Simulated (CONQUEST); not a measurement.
# HfO2: 7 runs along one coordinate

System: HfO2 (Pca2₁, 12 atoms in the cell).
Method: Kohn-Sham DFT of a periodic cell, PBE, PseudoDojo NC PBE, no spin polarisation (CONQUEST 1.3).

The 7 runs differ only in the geometry, by an even scaling of the cell at fixed fractional positions. The structure derives from a Materials Project entry.

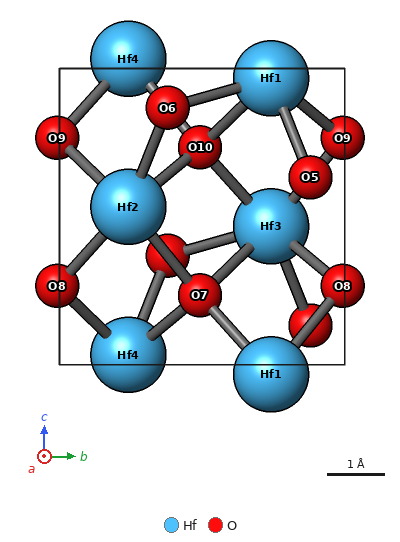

Figure 1. The structure of run 4 (ball-and-stick view of the cell of the calculation, along the a axis; atoms are numbered from 1 in the order of the input).

### Input of run 4
```
IO.Title HfO2
IO.Coordinates coords.dat
IO.FractionalAtomicCoords T
IO.Iprint 2
IO.Iprint_init 1
General.NumberOfSpecies 2
General.PseudopotentialType hamann
AtomMove.TypeOfRun static
AtomMove.FullStress T
Grid.PointsAlongX 60
Grid.PointsAlongY 60
Grid.PointsAlongZ 60
DM.SolutionMethod diagon
Diag.MPMesh T
Diag.GammaCentred T
Diag.MPMeshX 6
Diag.MPMeshY 5
Diag.MPMeshZ 5
Diag.kT 0.00183747
minE.SCTolerance 1e-6
SC.MaxIters 100
IO.AtomChargeOutput T
%block ChemicalSpeciesLabel
1 178.490 Hf
2 16.000 O
%endblock
```

Command:
```bash
Conquest
```

Lattice vectors (Å) and fractional positions of run 4:
```
   5.004764    0.000000    0.000000
   0.000000    5.032685    0.000000
   0.000000    0.000000    5.219463
Hf  0.732521  0.741440  0.966994
Hf  0.732521  0.241440  0.533006
Hf  0.267479  0.741440  0.466994
Hf  0.267479  0.241440  0.033006
O   0.928645  0.879267  0.632127
O   0.928645  0.379267  0.867873
O   0.539883  0.492292  0.233949
O   0.539883  0.992292  0.266051
O   0.460117  0.992292  0.766051
O   0.460117  0.492292  0.733949
O   0.071355  0.879267  0.132127
O   0.071355  0.379267  0.367873
```

Run 5 has the same physical settings and fractional positions; its lattice vectors (Å) are:
```
   5.037909    0.000000    0.000000
   0.000000    5.066015    0.000000
   0.000000    0.000000    5.254030
```

### Results, with one run withheld

| run | volume per atom (Å³) | free energy per atom, from the lowest run given (meV) | pressure (GPa) | gap on the mesh (eV) |
| --- | --- | --- | --- | --- |
| 1 | 10.298 | 87.29 | 29.54 | 4.53 |
| 2 | 10.517 | 52.00 | 22.09 | 4.44 |
| 3 | 10.736 | 26.58 | 15.19 | 4.36 |
| 4 | 10.955 | 10.21 | 9.04 | 4.28 |
| 5 | 11.175 | ? | ? | ? |
| 6 | 11.394 | 0.00 | −1.41 | 4.12 |
| 7 | 11.613 | 5.23 | −6.02 | 4.04 |

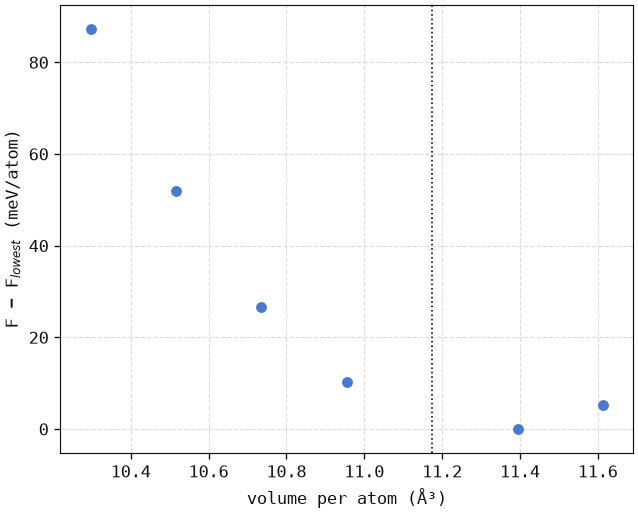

Figure 2. Free energy per atom of the runs given; the dotted line marks run 5.

Estimate the energy of run 5 from the others.

A cubic polynomial in V^(−2/3) (the Birch–Murnaghan form), fitted to the 6 runs given, misses them by at most 0.13 meV per atom. With x = V^(−2/3) − 0.20338 Å⁻², it reads F = 13.276 + 5269.7 x + 5.1764e+05 x² + 4.7107e+05 x³ (meV per atom). At run 5 it gives 1.48 meV per atom, and the run itself gives 1.53. The slope of the fit gives a pressure −dF/dV of 3.54 GPa there, and the run prints 3.83 GPa. The two needn't agree exactly: the fit is approximate, and the printed stress is taken on a finite basis. The fit has its minimum at 11.328 Å³ per atom, where V d²F/dV² gives 252 GPa. Cell shape and fractional positions are held, so this is the stiffness under even scaling; the relaxed bulk modulus wasn't computed. The gap on the mesh goes, without turning, from 4.53 eV in run 1 to 4.04 eV in run 7; run 5 has 4.20 eV. These are gaps of this functional on this mesh, which can miss the band edges; they aren't the measured gap.

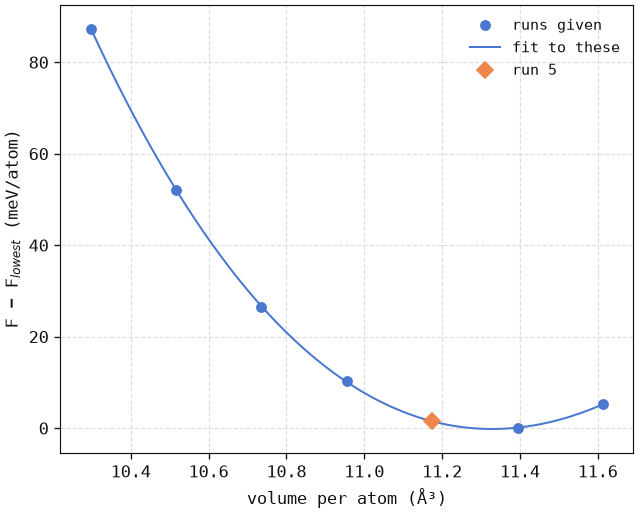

Figure 3. The fit and the withheld run.

### Some lines of the output (run 5)
```
[...]
      Using Fermi-Dirac smearing
          DFT Total Energy                 :      -357.717988776118034 Ha
          DFT Total Energy                 :      -358.366703469223694 Ha
          DFT Total Energy                 :      -358.662866002955695 Ha
          DFT Total Energy                 :      -358.651804009336558 Ha
          DFT Total Energy                 :      -358.663074406903206 Ha
          DFT Total Energy                 :      -358.664234581667415 Ha
          DFT Total Energy                 :      -358.664359830178455 Ha
          DFT Total Energy                 :      -358.664360193082302 Ha
      |* DFT total energy        =      -358.664360193082302 Ha
    force: Average pressure:      3.83190297 GPa
```

Notes: Points of doubt noted for this run: small atomic basis. Spin–orbit coupling is left out, which matters for Hf. With a small basis of atomic orbitals these values can differ much from converged plane-wave results.
